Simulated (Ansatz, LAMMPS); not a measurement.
# Glassy 57SiO2-27Al2O3-16BaO (mol %) (149 atoms) under strain

How stiff is glassy 57SiO2-27Al2O3-16BaO (mol %) (149 atoms)?

Calculated with Ansatz 0.2.0; Kohn-Sham DFT, PBE, PAW (set soft_1), plane waves.

### 1. Set-up

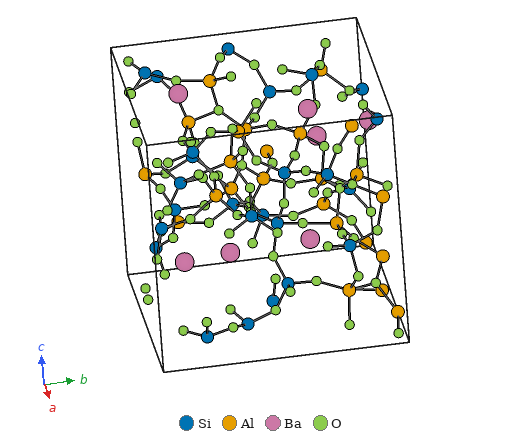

The cell as given, slightly off an axis (silicon blue, aluminium orange, barium pink, oxygen green). Bonds to atoms that aren't drawn are left out. Some periodic images of atoms are drawn too.

The cell holds 149 atoms: 25 Si, 24 Al, 7 Ba and 93 O. Its edges and angles: a = 12.759 Å, b = 12.759 Å, c = 12.759 Å, α = 90.0°, β = 90.0°, γ = 90.0°. 149 atoms (25 Si, 24 Al, 7 Ba, 93 O) placed at random at 3.04 g/cm³, melted at 4000 K for 10 ps at fixed volume with the Morse and Coulomb pair potential with partial charges (Pedone, Malavasi, Menziani, Cormack and Segre, J. Phys. Chem. B 110, 11780 (2006)). Quenched from 4000 K to 300 K at 25 K/ps and fixed volume, held 5 ps.

What the set-up can't give: The quench rate of 25 K/ps is orders of magnitude faster than experiment, which tends to freeze in extra defects. The starting topology of bonds comes from the classical model, and needn't be the one that DFT or experiment would give. Only the Γ point is sampled. The levels lack spin–orbit coupling, which is large for the heavy elements here.

### 2. Single point at the start

A single point comes first, to see the forces before anything moves.

Input file input.yaml:

```yaml
crystal:
  lattice:
    - [12.7591, 0.0, 0.0]
    - [0.0, 12.7591, 0.0]
    - [0.0, 0.0, 12.7591]
  atoms:
    - { symbol: Si, position: [0.40445, 0.16267, 0.43827] }
    - { symbol: Si, position: [0.801, 0.14828, 0.72895] }
    - { symbol: Si, position: [0.16423, 0.42629, 0.32439] }
    - { symbol: Si, position: [0.27396, 0.09871, 0.99365] }
    - { symbol: Si, position: [0.89707, 0.41423, 0.58932] }
    - { symbol: Si, position: [0.45559, 0.5258, 0.01046] }
    - { symbol: Si, position: [0.67217, 0.58575, 0.66039] }
    - { symbol: Si, position: [0.01274, 0.56109, 0.19372] }
    - { symbol: Si, position: [0.76419, 0.5558, 0.21558] }
    - { symbol: Si, position: [0.87214, 0.73477, 0.71927] }
    - { symbol: Si, position: [0.0909, 0.28665, 0.52109] }
    - { symbol: Si, position: [0.88958, 0.80232, 0.40472] }
    - { symbol: Si, position: [0.39511, 0.7581, 0.95095] }
    - { symbol: Si, position: [0.0498, 0.46776, 0.95364] }
    - { symbol: Si, position: [0.6683, 0.97556, 0.84433] }
    - { symbol: Si, position: [0.62765, 0.07877, 0.46338] }
    - { symbol: Si, position: [0.63584, 0.54577, 0.42865] }
    - { symbol: Si, position: [0.30246, 0.08771, 0.23723] }
    - { symbol: Si, position: [0.49049, 0.24325, 0.71856] }
    - { symbol: Si, position: [0.89934, 0.199, 0.08668] }
    - { symbol: Si, position: [0.01759, 0.17677, 0.85694] }
    - { symbol: Si, position: [0.08206, 0.6187, 0.75914] }
    - { symbol: Si, position: [0.09677, 0.9912, 0.72777] }
    - { symbol: Si, position: [0.25425, 0.89139, 0.37064] }
    - { symbol: Si, position: [0.74037, 0.38458, 0.05051] }
    - { symbol: Al, position: [0.27124, 0.3589, 0.92237] }
    - { symbol: Al, position: [0.1731, 0.82108, 0.86839] }
    - { symbol: Al, position: [0.28051, 0.48651, 0.69695] }
    - { symbol: Al, position: [0.01725, 0.59638, 0.4716] }
    - { symbol: Al, position: [0.4509, 0.39226, 0.52221] }
    - { symbol: Al, position: [0.79444, 0.98674, 0.04755] }
    - { symbol: Al, position: [0.92954, 0.84203, 0.94472] }
    [... 111 atom lines left out ...]
    - { symbol: O, position: [0.97363, 0.66298, 0.69367] }
    - { symbol: O, position: [0.82088, 0.83797, 0.64011] }
    - { symbol: O, position: [0.16028, 0.04919, 0.00211] }
    - { symbol: O, position: [0.07526, 0.50564, 0.28916] }
    - { symbol: O, position: [0.34753, 0.83986, 0.43112] }
    - { symbol: O, position: [0.57071, 0.01037, 0.91233] }
kpoints:
  mp_grid: { grid: [1, 1, 1] }
hamiltonian:
  xc: pbe
  pseudopotentials: { kind: paw, azcp: { folder: soft_1 } }
scf:
  occupations: { method: gaussian, width: 0.025 }
output:
  forces: true
```

The run is started by

```console
> ansatz run input.yaml --threads 4 --pin off --max-ram 8192MiB --backend cpu --events-out ev --progress --plain --runs-dir out
```

Numbers of over 12 decimals in the logs are rounded to 6 here.

The log of the run:

```text
Engine: ansatz 0.2.0, aarch64-unknown-linux-gnu
Pseudopotentials: kind: paw
Pseudopotential: Si, paw, valence charge 4, recommended cutoff 420 eV (normal), soft_1/Si.paw.azcp
Pseudopotential: Al, paw, valence charge 3, recommended cutoff 420 eV (normal), soft_1/Al.paw.azcp
Pseudopotential: Ba, paw, valence charge 10, recommended cutoff 420 eV (normal), soft_1/Ba.paw.azcp
Pseudopotential: O, paw, valence charge 6, recommended cutoff 420 eV (normal), soft_1/O.paw.azcp
[... 5 lines on functional and potentials left out ...]
Crystal: 149 atoms, lattice volume = 2077.113 Å³
Basis set: ecut = 420 eV, 40651 PW (Γ), exchange–correlation on 180×180×180 points (8 copies of the dense FFT grid, shifted against one another)
Bands: 549, of which v1, the nominal top of the filled ones, is band 400 counted from 1 (399 counted from 0)
Symmetry: 1 space group operations
Space group: P1 (ITA 1), of the structure as read, at distance tolerance 1.3e-4 Å
k-points: 1
[... 9 lines on functional and potentials left out ...]
Initial density: superposition of atomic densities (chi_scale 0.1, normalization cell, long waves 18 % of neutral atoms (reshape's long-wave potential 1.18 eV rms, cloud 2.81 Å wide))
Initial wavefunctions: pseudopotential atomic-orbital guess
Functional: x = pbe(κ = 0.804, μ = 0.219515), c = pbe(β = 0.066725)
SCF iter   1: F=—  HF=-123472.933355 eV  |F-HF|=—  |Δ(HF+E_count)|=         —  Δρ=1.07e-1  dr2=2.67e2  ethr=3.10e-3  ⟨swp⟩=7.0  Hψ=2680  notcnv=0  defer=134
preconditioner: auto → Resta (q_TF=auto, 2.327 Å⁻¹)  ε∞=3.7  [insulator: Δε(μ)=0.555 eV  Ē_g=13.817 eV  σ=0.025 eV  W_gap=1.00  n_scr=460 (ndim 8)  ℏωp=22.8 eV  f_vac=0.034  D(μ)=0.00/eV (n_scr^D=0)  ε∞_Penn≈3.7]
SCF iter   2: F=—  HF=-123403.751751 eV  |F-HF|=—  |Δ(HF+E_count)|=    6.92e1  Δρ=4.07e-2  dr2=3.94e1  ethr=3.10e-3  ⟨swp⟩=3.0  Hψ=1320  notcnv=0  defer=141
SCF iter   3: F=—  HF=-123395.516658 eV  |F-HF|=—  |Δ(HF+E_count)|=    8.24e0  Δρ=1.85e-2  dr2=1.15e1  ethr=3.10e-3  ⟨swp⟩=6.0  Hψ=1271  notcnv=0  defer=56
automatic band count: iteration 3 solves 464 bands in place of 549: the levels show a gap, and the empty bands left out lie too high to hold charge; the band table lists the bands solved (type scf.n_extra_bands for more)
SCF iter   4: F=—  HF=-123393.164051 eV  |F-HF|=—  |Δ(HF+E_count)|=    2.35e0  Δρ=6.20e-3  dr2=7.08e-1  ethr=1.44e-3  ⟨swp⟩=3.0  Hψ=844  notcnv=0  defer=60
SCF iter   5: F=—  HF=-123393.197208 eV  |F-HF|=—  |Δ(HF+E_count)|=   3.32e-2  Δρ=3.06e-3  dr2=1.97e-1  ethr=8.85e-5  ⟨swp⟩=5.0  Hψ=731  notcnv=0  defer=60
SCF iter   6: F=—  HF=-123393.225388 eV  |F-HF|=—  |Δ(HF+E_count)|=   2.82e-2  Δρ=9.96e-4  dr2=2.66e-2  ethr=2.46e-5  ⟨swp⟩=4.0  Hψ=852  notcnv=0  defer=60
SCF iter   7: F=—  HF=-123393.237752 eV  |F-HF|=—  |Δ(HF+E_count)|=   1.24e-2  Δρ=5.96e-4  dr2=6.62e-3  ethr=3.33e-6  ⟨swp⟩=2.0  Hψ=801  notcnv=0  defer=60
SCF iter   8: F=—  HF=-123393.238230 eV  |F-HF|=—  |Δ(HF+E_count)|=   4.78e-4  Δρ=1.09e-4  dr2=4.25e-4  ethr=8.27e-7  ⟨swp⟩=2.0  Hψ=723  notcnv=0  defer=60
SCF iter   9: F=—  HF=-123393.238653 eV  |F-HF|=—  |Δ(HF+E_count)|=   4.23e-4  Δρ=8.29e-5  dr2=1.18e-4  ethr=5.32e-8  ⟨swp⟩=2.0  Hψ=801  notcnv=0  defer=60
SCF iter  10: F=—  HF=-123393.238658 eV  |F-HF|=—  |Δ(HF+E_count)|=   4.73e-6  Δρ=2.33e-5  dr2=1.18e-5  ethr=1.48e-8  ⟨swp⟩=2.0  Hψ=797  notcnv=0  defer=60
SCF iter  11: F=—  HF=-123393.238707 eV  |F-HF|=—  |Δ(HF+E_count)|=   4.90e-5  Δρ=9.87e-6  dr2=1.86e-6  ethr=1.47e-9  ⟨swp⟩=2.0  Hψ=857  notcnv=0  defer=60
SCF iter  12: F=—  HF=-123393.238707 eV  |F-HF|=—  |Δ(HF+E_count)|=   3.59e-7  Δρ=5.19e-6  dr2=4.94e-7  ethr=2.32e-10  ⟨swp⟩=2.0  Hψ=797  notcnv=0  defer=60
SCF iter  13: F=-123393.238707 eV  HF=-123393.238707 eV  |F-HF|=2.06e-8  |Δ(HF+E_count)|=   2.81e-8  Δρ=1.66e-6  dr2=5.44e-8  ethr=1.25e-11  ⟨swp⟩=3.0  Hψ=1816  notcnv=0
SCF 1 converged in 13 iterations: F = -123393.238707 eV  dr2 = 5.44e-8
  greatest PAW one-centre occupation: 0.955 electrons in one spin orbital (limit 2), on the Ba atom at site 53 (counted from 0), in its partial waves of l = 0
SCF converged after 13 iterations
Free energy (F): -123393.238707 eV
Harris-Foulkes:  -123393.238707 eV  (|F-HF|=2.06e-8)
Internal energy: -123393.238707 eV  (E = F + TS)
E sigma→0 (E₀):  -123393.238707 eV
Fermi energy:    5.971341 eV
--- Per-component energies (eV) ---
  E_band       = -2832.498911
  E_kinetic    = 18799.459807
  E_local      = -50888.849277  (includes V_loc(G=0)·N_el)
  E_nonlocal   = 6324.248783
  E_hartree    = 19443.648028
  E_xc         = -10446.658853
  E_vxc        = -11396.216064  (∫ρ·V_xc dr)
  E_paw        = -75646.279248  (= ΣΔE_a)
  E_vpaw       = -4558.511937  (= ΣTr[D̂ρ^β])
  E_aug_tail   = 0.074874  (compensation charges beyond the density's cutoff)
  E_ewald      = -30978.882820
  E_smearing   = -0.000000  (= −TS)
  E_closure    = -0.000000  (closes the sum)
  Σ components = -123393.238707   (vs F -123393.238707, Δ=0.00e0)
--- Forces (eV/Å), atoms counted from 1 ---
  atom   1  Si    -0.27665938    -1.56211498    -1.73268686
  atom   2  Si     1.66094534    -0.92220737     0.69415018
  atom   3  Si    -0.02573184    -0.98873250     2.92388248
  atom   4  Si     0.63552570     0.38757437     1.98759693
  atom   5  Si    -1.14059479    -2.81820232    -0.16691980
  atom   6  Si     1.42639214     1.82352723    -1.99232449
  atom   7  Si     0.41760375     0.03817452     0.57262374
  atom   8  Si    -1.67410174     0.43423466    -1.17404364
  atom   9  Si     2.48850006    -0.07142046    -0.35129705
  atom  10  Si    -1.50150774     0.44921205    -3.26594842
  atom  11  Si     0.30163672     1.39250860     0.13151740
  atom  12  Si    -2.80359055     4.54719287    -1.34264748
  atom  13  Si     1.04547422     0.13759560    -0.15070602
  atom  14  Si    -1.30021083     1.24453995     1.27678588
[...]
atom 148  O      2.62032285    -1.75175225     1.48671274
  atom 149  O     -1.89175713     1.04490245    -0.08867068
  max |Σ_I F_I| component: 1.23e-4 eV/Å
```

Run time: 36 s. Hardware: 4 threads of Arm Neoverse V2, shared host; peak memory 3.1 GiB; 2.3 min of CPU time.

Reading the cycles: dr2 is the Hartree energy of the density residual (eV), the measure of convergence; HF is the Harris–Foulkes estimate of the energy, which meets the free energy F at convergence.

The r.m.s. force at the start is 1.2 eV/Å.

### 3. Cell and atoms relaxed

The cell is relaxed with the atoms, since the starting lattice needn't suit this functional.

Input file input.yaml:

```yaml
crystal:
  lattice:
    - [12.7591, 0.0, 0.0]
    - [0.0, 12.7591, 0.0]
    - [0.0, 0.0, 12.7591]
  atoms:
    [... the 149 atom lines of step 2 ...]
kpoints:
  mp_grid: { grid: [1, 1, 1] }
hamiltonian:
  xc: pbe
  pseudopotentials: { kind: paw, azcp: { folder: soft_1 } }
scf:
  occupations: { method: gaussian, width: 0.025 }
output:
  forces: true
relax:
  f_tol: 0.05
  max_steps: 150
  cell: {}
```

The log of the run:

```text
[...]
Crystal: 149 atoms, lattice volume = 2077.113 Å³
Basis set: ecut = 420 eV, 40651 PW (Γ), exchange–correlation on 180×180×180 points (8 copies of the dense FFT grid, shifted against one another)
Bands: 549, of which v1, the nominal top of the filled ones, is band 400 counted from 1 (399 counted from 0)
Symmetry: 1 space group operations
[...]
k-points: 1
[...]
SCF iter   1: F=—  HF=-123472.933355 eV  |F-HF|=—  |Δ(HF+E_count)|=         —  Δρ=1.07e-1  dr2=2.67e2  ethr=3.10e-3  ⟨swp⟩=7.0  Hψ=2680  notcnv=0  defer=134
[...]
SCF iter  12: F=—  HF=-123393.238707 eV  |F-HF|=—  |Δ(HF+E_count)|=   4.28e-8  Δρ=4.16e-6  dr2=3.52e-7  ethr=2.92e-10  ⟨swp⟩=2.0  Hψ=800  notcnv=0  defer=142
SCF iter  13: F=-123393.238707 eV  HF=-123393.238707 eV  |F-HF|=2.50e-9  |Δ(HF+E_count)|=   7.64e-8  Δρ=1.37e-6  dr2=5.00e-8  ethr=1.25e-11  ⟨swp⟩=4.0  Hψ=1665  notcnv=0
SCF 1 converged in 13 iterations: F = -123393.238707 eV  dr2 = 5.00e-8
[...]
relax step   1: F+E_penalty+E_count = -123393.23870741 eV  Δ(F+E_penalty+E_count) = +0.000e0 eV  max|allowed force component| = 5.485e0 eV/Å  Δτ_max = 0.0000 Å  P = +3.928 GPa  Ω = 2077.113 Å³  (13 SCF iters, dr2 threshold 1.00e-7 eV, accepted)
[... from here on, the SCF cycles and remarks between the steps are left out ...]
relax step   2: F+E_penalty+E_count = -123399.25528583 eV  Δ(F+E_penalty+E_count) = -6.017e0 eV  max|allowed force component| = 3.138e0 eV/Å  Δτ_max = 0.1950 Å  P = +2.242 GPa  Ω = 2073.215 Å³  energy of the carried Pulay correction = +7.481e-3 eV  (7 SCF iters, dr2 threshold 1.49e-5 eV, accepted)
relax step   3: F+E_penalty+E_count = -123403.90338285 eV  Δ(F+E_penalty+E_count) = -4.648e0 eV  max|allowed force component| = 8.442e-1 eV/Å  Δτ_max = 0.1945 Å  P = +0.013 GPa  Ω = 2061.188 Å³  energy of the carried Pulay correction = +3.065e-2 eV  (8 SCF iters, dr2 threshold 1.49e-5 eV, accepted)
relax step   4: F+E_penalty+E_count = -123404.83354091 eV  Δ(F+E_penalty+E_count) = -9.302e-1 eV  max|allowed force component| = 6.078e-1 eV/Å  Δτ_max = 0.2000 Å  P = +0.048 GPa  Ω = 2046.508 Å³  energy of the carried Pulay correction = +5.912e-2 eV  (7 SCF iters, dr2 threshold 1.49e-5 eV, accepted)
relax step   5: F+E_penalty+E_count = -123405.54561950 eV  Δ(F+E_penalty+E_count) = -7.121e-1 eV  max|allowed force component| = 5.791e-1 eV/Å  Δτ_max = 0.1901 Å  P = -0.099 GPa  Ω = 2032.280 Å³  energy of the carried Pulay correction = +8.690e-2 eV  (7 SCF iters, dr2 threshold 1.49e-5 eV, accepted)
relax step   6: F+E_penalty+E_count = -123405.97660046 eV  Δ(F+E_penalty+E_count) = -4.310e-1 eV  max|allowed force component| = 4.780e-1 eV/Å  Δτ_max = 0.2000 Å  P = -0.020 GPa  Ω = 2023.788 Å³  energy of the carried Pulay correction = +1.036e-1 eV  (7 SCF iters, dr2 threshold 1.49e-5 eV, accepted)
relax step   7: F+E_penalty+E_count = -123406.15224629 eV  Δ(F+E_penalty+E_count) = -1.756e-1 eV  max|allowed force component| = 9.004e-1 eV/Å  Δτ_max = 0.1951 Å  P = -0.031 GPa  Ω = 2018.801 Å³  energy of the carried Pulay correction = +1.134e-1 eV  (7 SCF iters, dr2 threshold 1.43e-5 eV, accepted)
relax step   8: F+E_penalty+E_count = -123406.42186435 eV  Δ(F+E_penalty+E_count) = -2.696e-1 eV  max|allowed force component| = 3.294e-1 eV/Å  Δτ_max = 0.2000 Å  P = -0.029 GPa  Ω = 2016.677 Å³  energy of the carried Pulay correction = +1.176e-1 eV  (7 SCF iters, dr2 threshold 1.49e-5 eV, accepted)
relax step   9: F+E_penalty+E_count = -123406.51524347 eV  Δ(F+E_penalty+E_count) = -9.338e-2 eV  max|allowed force component| = 1.520e-1 eV/Å  Δτ_max = 0.2000 Å  P = -0.003 GPa  Ω = 2013.304 Å³  energy of the carried Pulay correction = +1.243e-1 eV  (7 SCF iters, dr2 threshold 6.78e-6 eV, accepted)
relax step  10: F+E_penalty+E_count = -123406.54731098 eV  Δ(F+E_penalty+E_count) = -3.207e-2 eV  max|allowed force component| = 9.525e-2 eV/Å  Δτ_max = 0.1671 Å  P = +0.014 GPa  Ω = 2011.358 Å³  energy of the carried Pulay correction = +1.281e-1 eV  (8 SCF iters, dr2 threshold 1.44e-6 eV, accepted)
relax step  11: F+E_penalty+E_count = -123406.54706968 eV  Δ(F+E_penalty+E_count) = +2.413e-4 eV  max|allowed force component| = 8.563e-2 eV/Å  Δτ_max = 0.1015 Å  P = -0.014 GPa  Ω = 2013.001 Å³  energy of the carried Pulay correction = +1.249e-1 eV  (8 SCF iters, dr2 threshold 5.67e-7 eV, accepted)
relax step  12: F+E_penalty+E_count = -123406.56062054 eV  Δ(F+E_penalty+E_count) = -1.355e-2 eV  max|allowed force component| = 3.593e-2 eV/Å  Δτ_max = 0.0685 Å  P = +0.029 GPa  Ω = 2011.586 Å³  energy of the carried Pulay correction = +1.277e-1 eV  (8 SCF iters, dr2 threshold 4.58e-7 eV, accepted)
relax step  13: F+E_penalty+E_count = -123406.56077443 eV  Δ(F+E_penalty+E_count) = -1.539e-4 eV  max|allowed force component| = 3.509e-2 eV/Å  Δτ_max = 0.0488 Å  P = -0.016 GPa  Ω = 2012.244 Å³  energy of the carried Pulay correction = +1.264e-1 eV  (9 SCF iters, dr2 threshold 6.38e-9 eV, accepted)
relax step  14: F+E_penalty+E_count = -123406.49066047 eV  Δ(F+E_penalty+E_count) = +7.011e-2 eV  max|allowed force component| = 3.517e-2 eV/Å  Δτ_max = 0.0000 Å  P = -0.090 GPa  Ω = 2012.244 Å³  stress off target by 1.71e-1 GPa  SCF on the basis re-selected at this cell (its energy is not comparable with the rows above)  (7 SCF iters)
relax step  15: F+E_penalty+E_count = -123406.50032090 eV  Δ(F+E_penalty+E_count) = -9.660e-3 eV  max|allowed force component| = 4.067e-2 eV/Å  Δτ_max = 0.0225 Å  P = +0.091 GPa  Ω = 2008.463 Å³  energy of the carried Pulay correction = +7.595e-3 eV  (8 SCF iters, dr2 threshold 7.35e-8 eV, accepted)
relax step  16: F+E_penalty+E_count = -123406.49883668 eV  Δ(F+E_penalty+E_count) = +1.484e-3 eV  max|allowed force component| = 3.130e-2 eV/Å  Δτ_max = 0.0169 Å  P = +0.002 GPa  Ω = 2009.712 Å³  energy of the carried Pulay correction = +5.091e-3 eV  (8 SCF iters, dr2 threshold 4.29e-8 eV, accepted)
relax step  17: F+E_penalty+E_count = -123406.49483531 eV  Δ(F+E_penalty+E_count) = +4.001e-3 eV  max|allowed force component| = 3.127e-2 eV/Å  Δτ_max = 0.0000 Å  P = -0.001 GPa  Ω = 2009.712 Å³  stress off target by 1.77e-2 GPa  SCF on the basis re-selected at this cell (its energy is not comparable with the rows above)  (6 SCF iters)
[...]
SCF converged after 6 iterations
Free energy (F): -123406.494835 eV
[...]
Internal energy: -123406.494835 eV  (E = F + TS)
E sigma→0 (E₀):  -123406.494835 eV
Fermi energy:    6.231212 eV
[...]
Σ components = -123406.494835   (vs F -123406.494835, Δ=0.00e0)
--- Forces (eV/Å), atoms counted from 1 ---
  atom   1  Si    -0.00840636     0.00035384     0.00329336
  atom   2  Si     0.00862533     0.00567675     0.00209261
  atom   3  Si    -0.01315373     0.00928474    -0.00894388
  atom   4  Si     0.00421176    -0.00542220     0.00520993
[...]
atom 149  O      0.00405648    -0.00154445    -0.00347703
  max |Σ_I F_I| component: 4.74e-6 eV/Å
--- Stress (GPa, compression-positive) ---
       -0.000705       0.002035      -0.007044
        0.002042       0.011161      -0.003425
       -0.007044      -0.003420      -0.014580
  P = ⅓ Tr σ = -0.0014 GPa (-0.014 kbar)
--- Relaxed structure (15 steps of the walk, 15 accepted, 2 SCFs on fresh bases) ---
  F+E_penalty+E_count = -123406.49483531 eV   max|allowed force component| = 3.127e-2 eV/Å   (the final SCF, on the basis selected at the relaxed cell)
  cell:  # Å, volume = 2009.7119 Å³
    - [12.423579, -0.016179, -0.073133]
    - [-0.016179, 13.052216, -0.000236978]
    - [-0.073133, -0.000236978, 12.394203]
  atoms:
    - { symbol: Si, position: [0.404081, 0.163556, 0.441982] }
    - { symbol: Si, position: [0.808734, 0.137430, 0.734746] }
    - { symbol: Si, position: [0.161592, 0.433207, 0.326303] }
    - { symbol: Si, position: [0.288083, 0.114936, 0.999568] }
[...]
- { symbol: O, position: [0.556268, -0.018409, 0.896491] }
```

Run time: 8.1 min. Hardware: 4 threads; peak memory 3.2 GiB.

The relaxation converged after 15 steps, with a largest force component of 0.031 eV/Å.

(Continued in part 2 of 3.)

[Logs are printed without paths, hosts, clocks, repeated set-up lines and the standing remarks that a program may print on its own settings, such as how far it seeks lower states.]

[Hosts, paths, dates, database ids (printed as entryN), source tags and the programs' standing remarks are cut or masked in the printed files.]
